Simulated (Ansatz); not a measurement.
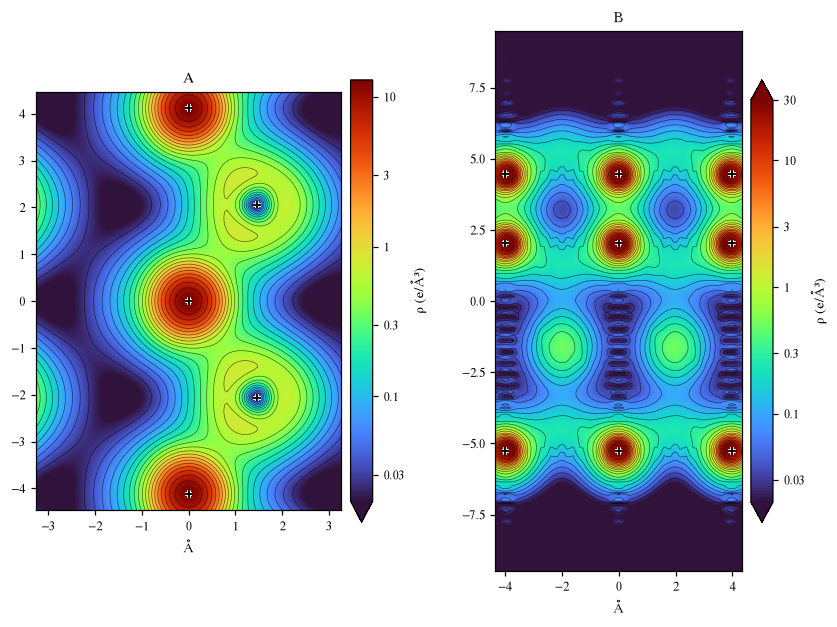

The valence electron density of 2 systems, each on a plane through atoms (crosses mark nuclei in the plane).

Computed with DFT LDA, scalar-relativistic, plane waves, PAW in Ansatz 0.2.0.

System 1: InP, the (101) plane of the conventional cell. Space group F-43m.

System 2: Ge (slab), the (010) plane of the calculation cell, a cut from vacuum to vacuum. Not relaxed (largest force 0.4 eV/Å).

**Match each panel to its system.**

Panel A is system 1, InP: the plane holds In and P. In–P (2.52 Å): the density is about 0.46 e/Å³ at the midpoint. Panel B is system 2, Ge: the plane holds Ge. Ge–Ge (2.43 Å): ρ is about 0.47 e/Å³ halfway.
